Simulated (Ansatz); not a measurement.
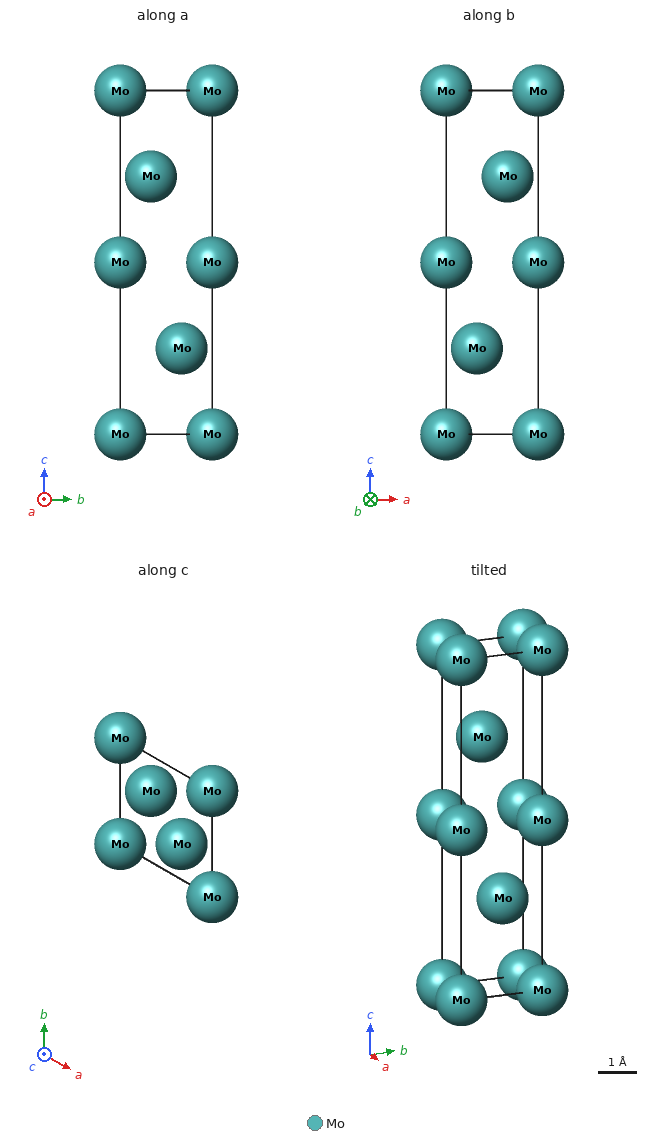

The crystal in a spheres-only representation, seen along the a axis, along the b axis, along the c axis and slightly off an axis. The wireframe shows the conventional unit cell.

Lattice parameters: a = 2.815 Å, b = 2.815 Å, c = 9.117 Å, α = 90.00°, β = 90.00°, γ = 120.00°.

**Express the structure as a table of Wyckoff sites.**

Space group P6_3/mmc (No. 194).
| atom | site | x | y | z |
| --- | --- | --- | --- | --- |
| Mo | 2a | 0.0000 | 0.0000 | 0.5000 |
| Mo | 2c | 0.3333 | 0.6667 | 0.2500 |

About the cell: it is a generated cell, made by putting these elements into a known structure type (the compound may or may not exist in this form), and it is unrelaxed. A calculation with Ansatz used it as input.
